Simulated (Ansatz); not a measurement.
SnSe

Input file:

```
crystal:
  lattice:
    - [0.0, 3.01, 2.8896]
    - [3.01, 0.0, 2.8896]
    - [3.01, 3.01, 0.0]
  atoms:
    - { symbol: Sn, position: [0.0, 0.0, 0.0] }
    - { symbol: Se, position: [0.5, 0.5, 0.5] }
basis:
  ecutwfc: 500
kpoints:
  mp_grid: { grid: [10, 10, 10] }
hamiltonian:
  xc: r2scan
scf:
  occupations: { method: gaussian, width: 0.05 }
output:
  forces: true
  stress: true
  eigenvalues: true
  write_density: true
  write_potential: true
  elf: true
  volumetric_format: npy
```

Launched as:

```sh
ansatz run input.yaml --threads 1 --pin off --max-ram 2560MiB --backend cpu --events-out ev --progress --plain --runs-dir out
```

Below, planes, directions and counts refer to the conventional cell (a = 4.26 Å, b = 4.26 Å, c = 5.78 Å, α = 90.00°, β = 90.00°, γ = 90.00°).

Space group I4/mmm; changed on purpose from its base cell (strain -0.0400 x Voigt [0, 0, 1, 0, 0, 0], atoms carried along); computed pressure about 3 GPa in this cell.

Level of theory: Ansatz, DFT r2SCAN, scalar-relativistic, plane waves, PAW.

Core electrons are frozen (PAW), and the valence fields are smoothed inside the atomic spheres.

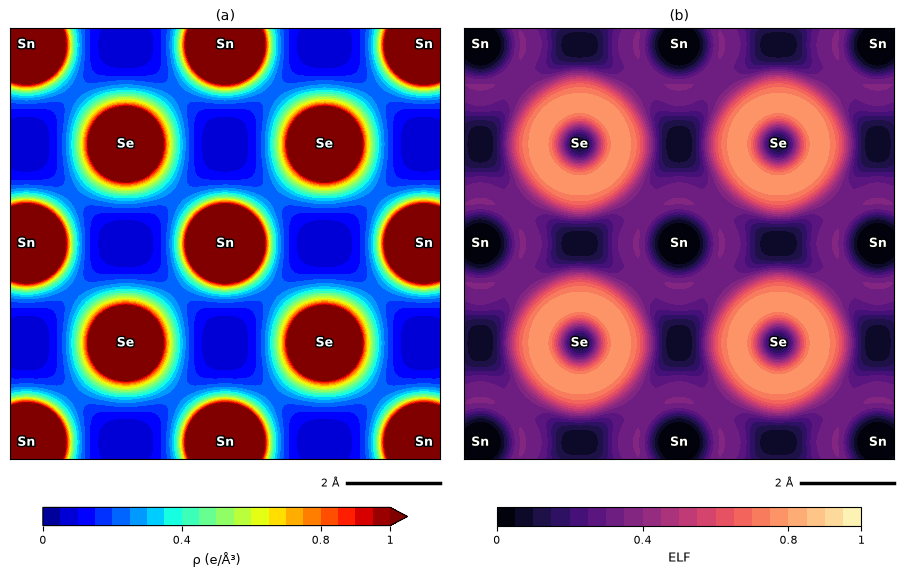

Figure 1. (a) valence charge density (pseudo); (b) electron localisation function on the (001) plane of the conventional cell.

Describe what can be read from this map.

Answer. The section cuts through Sn and Se sites.
Sn–Se (3.01 Å): ρ is about 0.23 e/Å³ halfway; the ELF is about 0.40 at the midpoint and 0.30 at its lowest between the atoms.
Between the atoms the lowest density in this plane is 0.05 e/Å³.

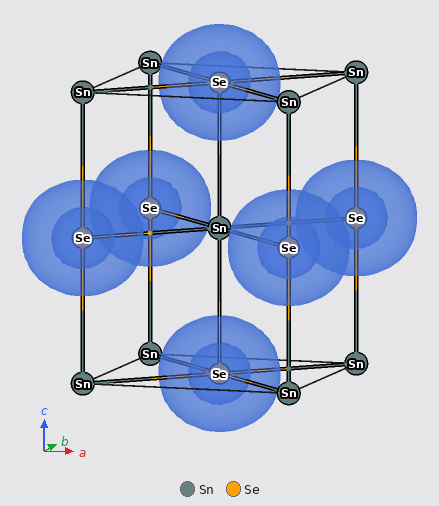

Figure 2. Isosurface of the ELF at 0.7 (blue), seen slightly off an axis. Only the valence region is drawn (cores and ρ < 0.01 e/Å³ removed). Sticks mark near contacts.

Identify the bonds, lone pairs and shells in this picture.

Answer. The ELF exceeds this value in two regions wrapped around Se (the valence shell of each), counted in one cell of 4 atoms. Any copies at cell faces, edges or corners count once. Along the contacts the grid gives the following. Sn–Se (2.89 Å): the ELF is about 0.45 at the midpoint and 0.30 at its lowest between the atoms.

Does the calculation make it a metal, or give it a gap?

Answer. It is gapped, with a Kohn–Sham gap of 0.49 eV on the k-point mesh, an upper bound to the gap of this method.
